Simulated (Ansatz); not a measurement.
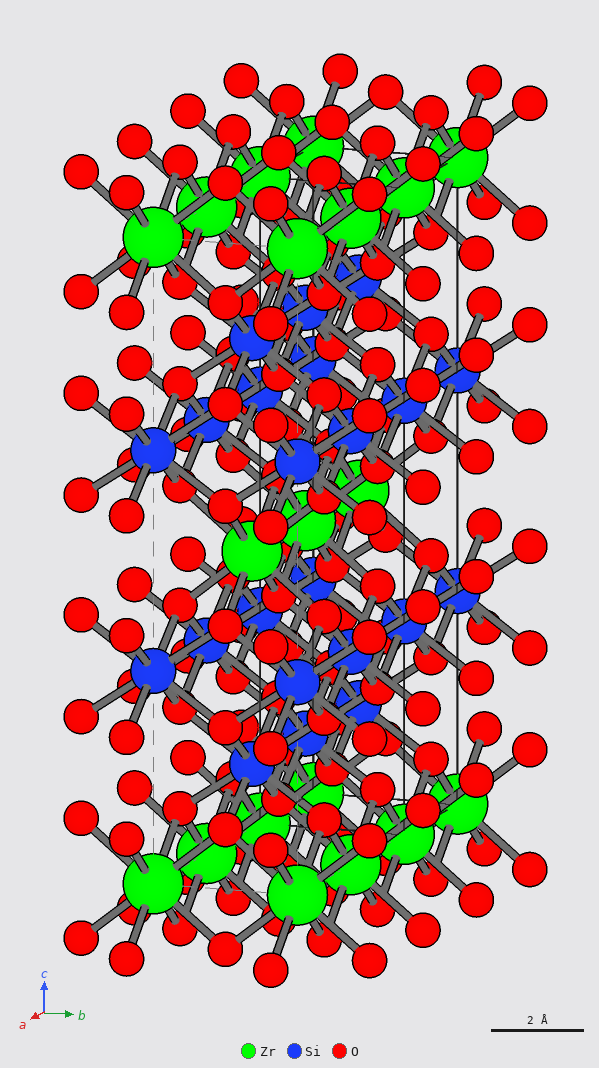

Structure drawing (ball-and-stick), viewed slightly off an axis. The solid box is one conventional unit cell, and 3×1×1 cells are shown. Some atoms of the next cells are drawn as well.

ZrSi₂O₆, space group I4/mmm (No. 139), a = 3.37 Å, b = 3.37 Å, c = 14.51 Å, α = 90.00°, β = 90.00°, γ = 90.00°.

All computed values are from Ansatz 0.2.0, DFT PBE, scalar-relativistic, plane waves, PAW. Settings: E_cut = 420 eV, k-points about 0.19 Å⁻¹ apart, Gaussian smearing of 0.02 eV, no spin polarisation.

Is the electronic structure metallic or gapped?

A semiconductor at this level, with a gap of 0.34 eV on the k-mesh (the true edges may lie between mesh points, so the gap can be somewhat smaller).

Origin of the cell: a structure type filled with these elements by a generator (whether the compound takes this form wasn't checked). The picture shows the end point of a geometry optimisation with Ansatz 0.2.0, DFT PBE, scalar-relativistic, plane waves, PAW.
